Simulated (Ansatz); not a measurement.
# Calculations on ZnS

## 1. Scan

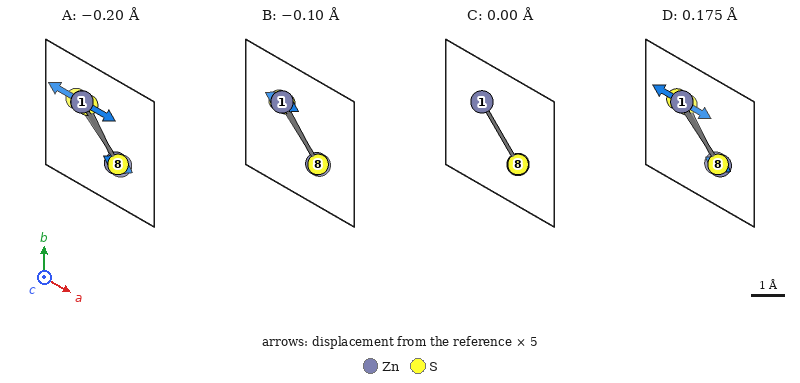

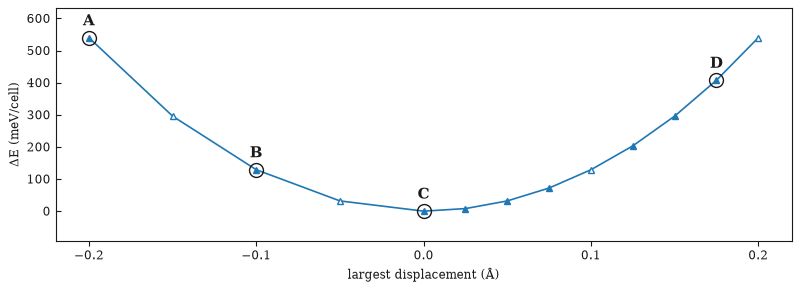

Energy scan for crystalline ZnS (P6_3mc), in which a normal mode of wave vector (0, 0, 1/2) of the primitive cell, folded into a doubled cell, (one arbitrary combination within a set of 4 degenerate modes) is frozen in with the cell fixed, the amplitude being the largest displacement of an atom. The lettered frames are marked on the plot. Hollow markers are points alike by symmetry, not computed again. A ball-and-stick model of the cell of the calculation, repeated 1 × 1 × 1 with one cell outlined, seen along the c axis. Blue arrows: displacements from the reference.

Theory: Ansatz, DFT r2SCAN, scalar-relativistic, plane waves, PAW. Settings: plane-wave cutoff 500 eV; k-point mesh 6 × 6 × 2; occupations gaussian; smearing width 0.05 eV; no spin polarisation. Energies (free energies at the smearing named) are counted from the relaxed crystal.

Question: Describe the profile.

Answer: The harmonic wavenumber of the mode is 278 cm⁻¹, a stable vibration. Of the computed points the lowest is at the amplitude 0.00 Å, 0 meV/cell. The well is symmetric. At the highest point the shortest interatomic distance is 2.11 Å, against 2.33 Å in the reference.

## 2. Scan

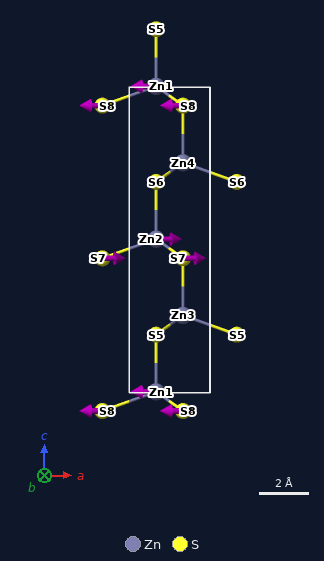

Crystalline ZnS (P6_3mc): a normal mode of wave vector (0, 0, 1/2) of the primitive cell, folded into a doubled cell, (one arbitrary combination within a set of 4 degenerate modes) is frozen in with the cell fixed, the amplitude being the largest displacement of an atom. The picture shows the reference cell. The purple arrows give the direction of positive displacement. Style: ball-and-stick. Shown: the cell of the calculation, repeated 1 × 1 × 1 with one cell outlined, along the b axis.

Computed with DFT r2SCAN, scalar-relativistic, plane waves, PAW (Ansatz). Set-up: plane-wave cutoff 500 eV; k-point mesh 6 × 6 × 2; occupations gaussian; smearing width 0.05 eV; no spin polarisation. Energies (free energies at the smearing named) are counted from the relaxed crystal.

Input
```yaml
crystal:
  lattice:
    - [3.8067217473, 0.0, 0.0]
    - [-1.9033608736, 3.2967177383, 0.0]
    - [0.0, 0.0, 12.4914703042]
  atoms:
    - { symbol: Zn, position: [0.3333333333, 0.6666666667, 0.0026940355] }
    - { symbol: Zn, position: [0.3333333333, 0.6666666667, 0.5026940355] }
    - { symbol: Zn, position: [0.6666666667, 0.3333333333, 0.2526940355] }
    - { symbol: Zn, position: [0.6666666667, 0.3333333333, 0.7526940355] }
    - { symbol: S, position: [0.3333333333, 0.6666666667, 0.1898059645] }
    - { symbol: S, position: [0.3333333333, 0.6666666667, 0.6898059645] }
    - { symbol: S, position: [0.6666666667, 0.3333333333, 0.4398059645] }
    - { symbol: S, position: [0.6666666667, 0.3333333333, 0.9398059645] }
basis:
  ecutwfc: 500
kpoints:
  mp_grid: { grid: [6, 6, 2] }
hamiltonian:
  xc: r2scan
scf:
  occupations: { method: gaussian, width: 0.05 }
output:
  forces: true
  stress: true
  eigenvalues: true
  write_density: true
  write_potential: true
  elf: true
  volumetric_format: npy
```

Run as
```bash
ansatz run input.yaml --threads 2 --pin off --max-ram 5120MiB --backend cpu --events-out ev --progress --plain --runs-dir out
```

What energies does the calculation give (the amplitude: −0.200, −0.150, −0.100, −0.050, 0.000, 0.025, 0.050, 0.075, 0.100, 0.125, 0.150, 0.175, 0.200 Å)?

Answer.
```tsv
largest displacement (Å)	E − E(ref) (meV/cell)
−0.200	45.0
−0.150	25.2
−0.100	11.2
−0.050	2.8
0.000	0.0
0.025	0.7
0.050	2.8
0.075	6.3
0.100	11.2
0.125	17.5
0.150	25.2
0.175	34.4
0.200	45.0
```

Points that are alike by symmetry were computed once.

The harmonic wavenumber of the mode is 58 cm⁻¹, a stable vibration. Of the computed points the lowest is at the amplitude 0.00 Å, 0.0 meV/cell. At the ends of the scan the energy is 45.0 meV/cell (−0.20 Å) and 45.0 meV/cell (0.20 Å). The well is symmetric.

## 3. Energy map

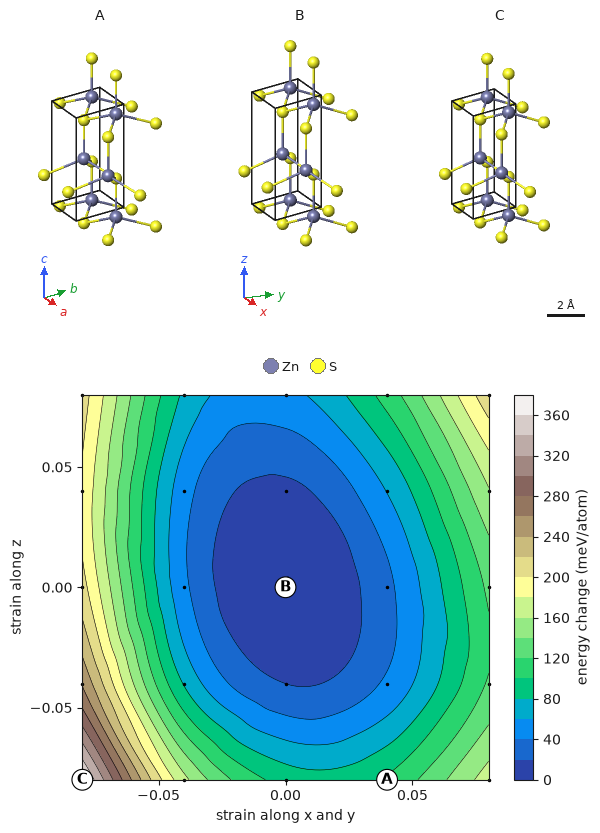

Solid ZnS (P6_3mc): the cell is strained equally along x and y and separately along z, with the atoms kept at their fractional coordinates. x, y and z are the Cartesian axes of the input. The map is interpolated between the computed points (dots). The lettered frames are marked on it. Style: ball-and-stick. Shown: the cell of the calculation, repeated 2 × 1 × 1 with one cell outlined, slightly off an axis.

The calculation used DFT r2SCAN, scalar-relativistic, plane waves, PAW (Ansatz 0.2.0). Settings: plane-wave cutoff 500 eV; k-point mesh 6 × 6 × 4; occupations gaussian; smearing width 0.05 eV; no spin polarisation. Energies (free energies at the smearing named) are counted from the relaxed crystal.

Question: What does the map show?

Answer: In pairs of (strain along x and y; strain along z): the lowest computed point lies at (0.000, 0.000) (0 meV/atom), the highest at (−0.080, −0.080) (364 meV/atom). The valley is tilted: raising the in-plane strain is made harder by raising the strain along z (cross term 0.21 of the geometric mean of the two curvatures). Over the ranges scanned the energy rises more along the first axis, the in-plane strain. The pressure runs from −11.0 GPa at (0.080, 0.080) to 33.7 GPa at (−0.080, −0.080). The frames lie at A (0.040, −0.080): 103 meV/atom, B (0.000, 0.000): 0 meV/atom, C (−0.080, −0.080): 364 meV/atom.
